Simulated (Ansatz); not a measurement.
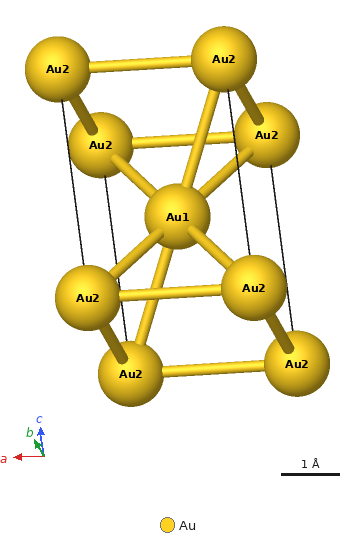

Fig. 1: The input geometry (ball-and-stick view of the reduced cell, seen at an oblique angle; atoms are numbered from 1 in the order of the input). An atom can appear more than once, as a periodic image. Near neighbours in the periodic cell (some may lie outside the picture): Au has 10 Au at 2.78 to 2.92 Å.

## Au: single-point calculation

System: Au (2 atoms in the cell).
Method: DFT PBE, scalar-relativistic, plane waves, PAW, no spin polarisation (Ansatz 0.2.0).

The structure derives from a Materials Project entry. It belongs to a series of runs on one base structure; here: band edges of the strained film's bulk. Figures and captions count atoms from 1; the log counts them from 0 in places.

What the program printed:
```
Engine: ansatz 0.2.0, x86_64-unknown-linux-gnu
Pseudopotentials: kind: paw
Pseudopotential: Au, paw, valence charge 19, recommended cutoff 420 eV (normal), Au.paw.azcp
Functional definition: PBE
  parameter kappa = 0.804
  parameter beta = 0.06672455060314922
  exchange = pbe_x(kappa = kappa, mu = beta*pi^2/3)
  correlation = pbe_c(beta = beta)
Crystal: 2 atoms, lattice volume = 36.077 Å³
Basis set: ecut = 420 eV, 707 PW (Γ), exchange–correlation on 54×80×40 points (8 copies of the dense FFT grid, shifted against one another)
Bands: 23, of which v1, the nominal top of the filled ones, is band 19 counted from 1 (18 counted from 0)
Symmetry: 4 space group operations
Space group: P-1 (ITA 2), of the structure as read, at distance tolerance 3.3e-5 Å
k-points: 596 of 1188
Non-local potential: Au, projectors of the file, l = 0: 3, l = 1: 2, l = 2: 2, l = 3: 1
PAW form: soft (Blöchl's): semilocal exchange-correlation on the pseudo side does not see the compensation charge
PAW one-centre angular grid: Au, 590 points (default); XC on 64 Gauss nodes
Initial density: superposition of atomic densities (neutral atoms: chi_scale 0, normalization atom), corrected by the library's trained network
Initial wavefunctions: pseudopotential atomic-orbital guess
Functional: x = pbe(κ = 0.804, μ = 0.2195149727645171), c = pbe(β = 0.06672455060314922)
SCF iter   1: F=—  HF=-26298.612803 eV  |F-HF|=—  |Δ(HF+E_count)|=         —  Δρ=1.56e-3  dr2=2.35e-4  ethr=1.77e-3  ⟨swp⟩=4.6  Hψ=51112  notcnv=0
preconditioner: auto → Kerker (q_TF=auto, 2.752 Å⁻¹)  [metal: Δε(μ)=0.002 eV  Ē_g=10.487 eV  σ=0.100 eV  W_gap=0.01  n_scr=10 (ndim 8)  ℏωp=29.0 eV  f_vac=0.000  D(μ)=0.56/eV (n_scr^D=2)]
SCF iter   2: F=—  HF=-26298.614173 eV  |F-HF|=—  |Δ(HF+E_count)|=   1.37e-3  Δρ=8.62e-4  dr2=7.04e-5  ethr=6.18e-7  ⟨swp⟩=2.5  Hψ=30647  notcnv=0
SCF iter   3: F=—  HF=-26298.614346 eV  |F-HF|=—  |Δ(HF+E_count)|=   1.73e-4  Δρ=1.10e-4  dr2=2.99e-6  ethr=1.85e-7  ⟨swp⟩=2.0  Hψ=20199  notcnv=0
SCF iter   4: F=—  HF=-26298.614347 eV  |F-HF|=—  |Δ(HF+E_count)|=   1.16e-6  Δρ=3.04e-5  dr2=2.18e-7  ethr=7.88e-9  ⟨swp⟩=2.0  Hψ=19352  notcnv=0
iter 5 did not close the SCF: its close was put off for the readings that it lacked (scf_convergence_deferred on its scf_iter line)
SCF iter   5: F=-26298.614347 eV  HF=-26298.614347 eV  |F-HF|=1.60e-9  |Δ(HF+E_count)|=   7.96e-8  Δρ=5.69e-6  dr2=9.10e-9  ethr=5.75e-10  ⟨swp⟩=2.4  Hψ=20864  notcnv=0
SCF iter   6: F=-26298.614347 eV  HF=-26298.614347 eV  |F-HF|=2.55e-11  |Δ(HF+E_count)|=   2.95e-9  Δρ=1.08e-6  dr2=3.20e-10  ethr=2.40e-11  ⟨swp⟩=5.3  Hψ=73156  notcnv=0
SCF 1 converged in 6 iterations: F = -26298.614347 eV  dr2 = 3.20e-10
  greatest PAW one-centre occupation: 1.000 electrons in one spin orbital (limit 2), on the Au atom at site 1 (counted from 0), in its partial waves of l = 0
```

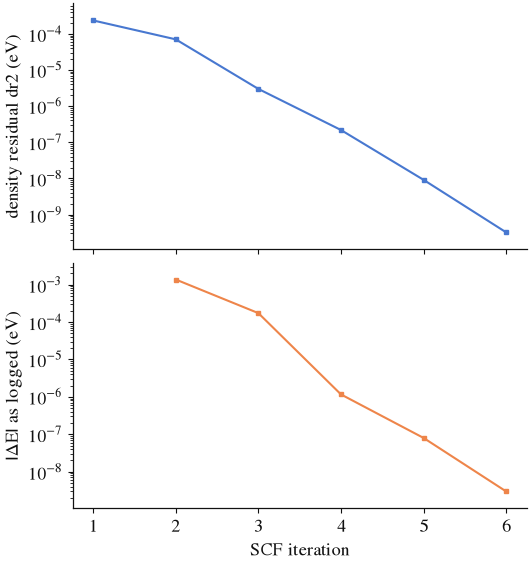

Fig. 2: Convergence of the self-consistent field: density residual dr2 and size of the energy change against the SCF iteration. The residual falls at every step.

```
SCF converged after 6 iterations
Free energy (F): -26298.614347 eV
Harris-Foulkes:  -26298.614347 eV  (|F-HF|=2.55e-11)
Internal energy: -26298.611523 eV  (E = F + TS)
E sigma→0 (E₀):  -26298.612935 eV
Entropy (-TS):   -0.002824 eV (-1.412 meV/atom)
Fermi energy:    19.162132 eV
--- Per-component energies (eV) ---
  E_band       = -464.091399
  E_kinetic    = 1208.698299
  E_local      = -3602.495950  (includes V_loc(G=0)·N_el)
  E_nonlocal   = 148.438596
  E_hartree    = 1527.118480
  E_xc         = -455.575014
  E_vxc        = -549.856284  (∫ρ·V_xc dr)
  E_paw        = -19413.403014  (= ΣΔE_a)
  E_vpaw       = -723.114938  (= ΣTr[D̂ρ^β])
  E_aug_tail   = 0.002875  (compensation charges beyond the density's cutoff)
  E_ewald      = -5711.395795
  E_smearing   = -0.002824  (= −TS)
  E_closure    = -0.000000  (closes the sum)
  Σ components = -26298.614347   (vs F -26298.614347, Δ=0.00e0)
--- Forces (eV/Å), atoms counted from 1 ---
  atom   1  Au     0.00000000     0.00000000     0.00000000
  atom   2  Au     0.00000000     0.00000000     0.00000000
  max |Σ_I F_I| component: 3.16e-30 eV/Å
--- Stress (GPa, compression-positive) ---
        0.350560      -0.209257       0.005403
       -0.209257       4.810038      -0.062886
        0.005403      -0.062886      -0.028809
  P = ⅓ Tr σ = 1.7106 GPa (17.106 kbar)
--- Band table (eV; the first three rows and the last of 596) ---
  k-point 0: bands = ["-86.1748", "-86.1607", "-37.7677", "-37.5991", "-37.5628", "-37.5438", "-37.5342", "-37.5223", "9.8106", "12.4913", "12.8553", "13.9249", "14.5987", "15.2479", "15.8609", "16.6010", "16.6249", "17.5065", "17.5981", "19.9595", "24.1859", "29.5595", "29.6738"]
  k-point 1: bands = ["-86.1745", "-86.1607", "-37.7664", "-37.5992", "-37.5626", "-37.5451", "-37.5374", "-37.5262", "9.9502", "12.5692", "12.9237", "13.9287", "14.5896", "15.2884", "15.8552", "16.4372", "16.6036", "17.3594", "17.3999", "19.9303", "24.7062", "29.6158", "29.7491"]
  k-point 2: bands = ["-86.1736", "-86.1608", "-37.7630", "-37.5996", "-37.5619", "-37.5492", "-37.5462", "-37.5371", "10.3572", "12.7977", "13.1227", "13.9491", "14.5534", "15.4073", "15.8454", "15.9105", "16.6183", "16.8748", "17.1009", "19.8530", "25.9729", "29.7933", "29.9434"]
  k-point 595: bands = ["-86.1675", "-86.1619", "-37.7651", "-37.6797", "-37.5852", "-37.5738", "-37.5579", "-37.5253", "12.1746", "12.5013", "13.7982", "14.5655", "14.9858", "15.5011", "16.2697", "16.4074", "16.6757", "17.2573", "18.2138", "18.3780", "22.1028", "24.6297", "31.9184"]
```

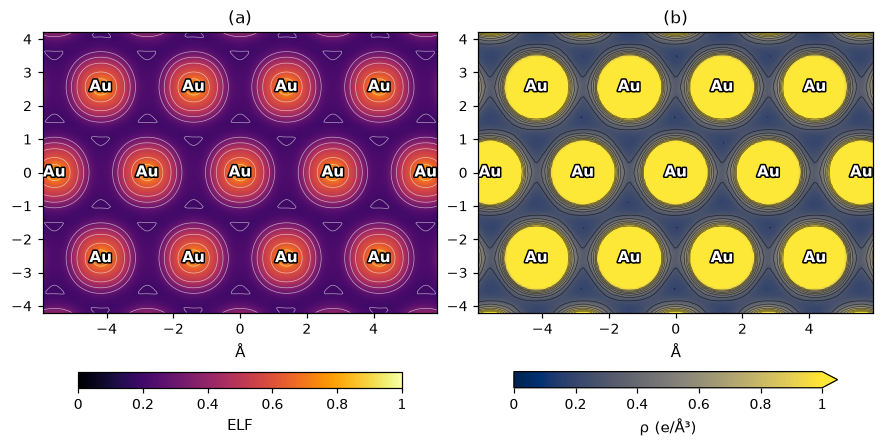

Fig. 3: (a) electron localisation function; (b) valence charge density (pseudo) on the (100) plane of the calculation cell. The section cuts through Au sites. Au–Au (2.78 Å): ρ is about 0.32 e/Å³ halfway; the ELF is about 0.25 at the midpoint (no localised pair between them). Au–Au (2.92 Å): ρ at the midpoint is about 0.27 e/Å³; the ELF is about 0.20 at the midpoint (no localised pair between them). Away from the nuclei the density in this plane falls to 0.2 e/Å³ at its lowest. The strong features right at Au lie inside the PAW spheres (semicore, d or f shells) and say nothing about bonding. In a PAW calculation such maps are meaningful between the atoms, not at the nuclei.

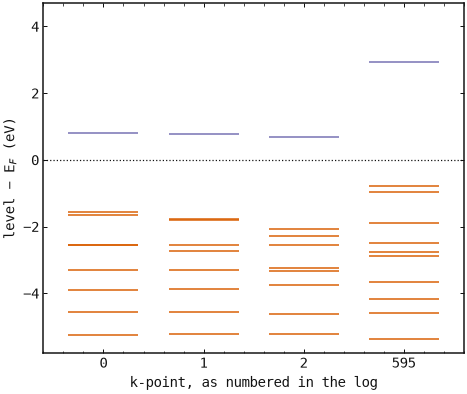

Fig. 4: Kohn–Sham levels near the Fermi level (dotted) at the few k-points that the log prints; levels within 0.02 eV of each other stand side by side. The system is metallic on the full mesh.

The run was set up as follows.

The input:
```yaml
crystal:
  lattice:
    - [3.9364224233, -4.22e-08, 0.0012083944]
    - [-5.97e-08, 5.566942227, 0.0003890395]
    - [-1.967729321, 1.3918452843, 1.6457992296]
  atoms:
    - { symbol: Au, position: [0.0, 0.5, 0.0] }
    - { symbol: Au, position: [0.0, 0.0, 0.0] }
basis:
  ecutwfc: 420
kpoints:
  mp_grid: { grid: [9, 6, 22] }
hamiltonian:
  xc: pbe
scf:
  occupations: { method: gaussian, width: 0.1 }
output:
  forces: true
  stress: true
  eigenvalues: true
  write_density: true
  write_potential: true
  elf: true
  volumetric_format: npy
```

Launched with:
```bash
ansatz run input.yaml --threads 8 --pin off --max-ram 20480MiB --backend cpu --events-out ev --progress --plain --runs-dir out
```

Summary:

```tsv
quantity	value
outcome	converged
space group (tolerance 0.01 Å)	Immm (71)
electrons treated	38
free energy	−26298.6143 eV
Fermi energy	19.162 eV
gap on the k-point mesh	none (metallic)
pressure	1.71 GPa
largest force (length of the vector)	under 0.001 eV/Å
hardware	8 threads of Intel Xeon @ 2.50GHz (Skylake/Cascade Lake), 32 GiB of memory available, shared host
wall time	4 s (CPU time 28 s)
peak memory	0.73 GiB
```

Remarks:

Spin–orbit coupling is left out, which matters for Au.
